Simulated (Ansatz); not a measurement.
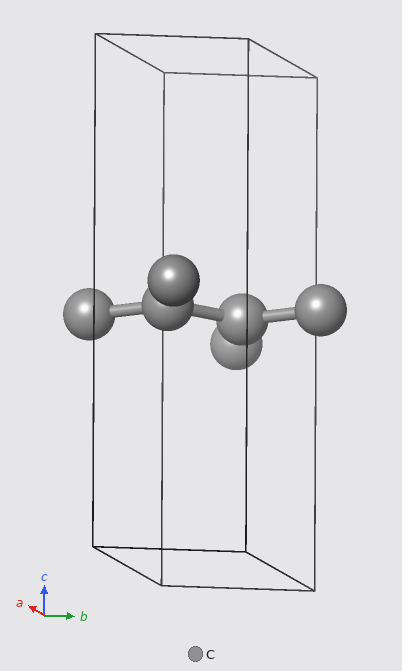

Crystal structure, ball-and-stick style, seen from a general direction. One simulation cell is outlined, and atoms on its boundary appear in each equivalent place. The bonded neighbours beyond the faces are included. Cell: a = 2.472 Å, b = 2.451 Å, c = 8.560 Å, α = 90.40°, β = 90.63°, γ = 120.86°.

In words:

The element is carbon. The cell holds two atoms. The neighbours of C are three C in a trigonal planar arrangement at about 1.4 Å. The bonds build C layers parallel to (001).

The starting point was a structure listed in the Materials Project. The cell was then strained or its atoms displaced on purpose. Ansatz was used for an electronic-structure calculation on it.

At this level of theory the cell isn't at rest (forces up to 1.2 eV/Å), so its distances can differ from those at equilibrium, the more so the softer the solid.
